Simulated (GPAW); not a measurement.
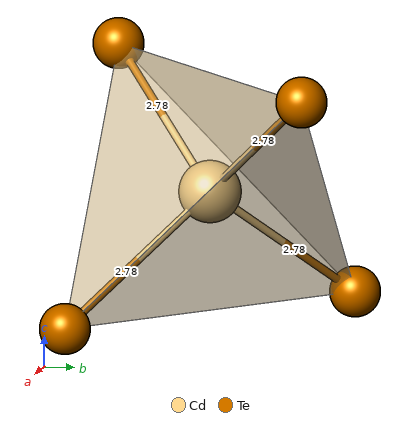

Coordination of Cd in CdTe (F-43m); bond lengths in Å. Continuous shape measures are computed against ideal polyhedra (0 is ideal; above about 3 the distortion is strong). Source: an entry of the Crystallography Open Database, as set up for an electronic-structure calculation.

### What geometry does the central atom have?

CdTe4: an essentially ideal tetrahedron (coordination number 4, S = 0.00; next best see-saw, S = 9.8).

### Does the central atom sit at the centroid of its ligands?

Yes, to within 0.01 Å; the site symmetry is -43m.
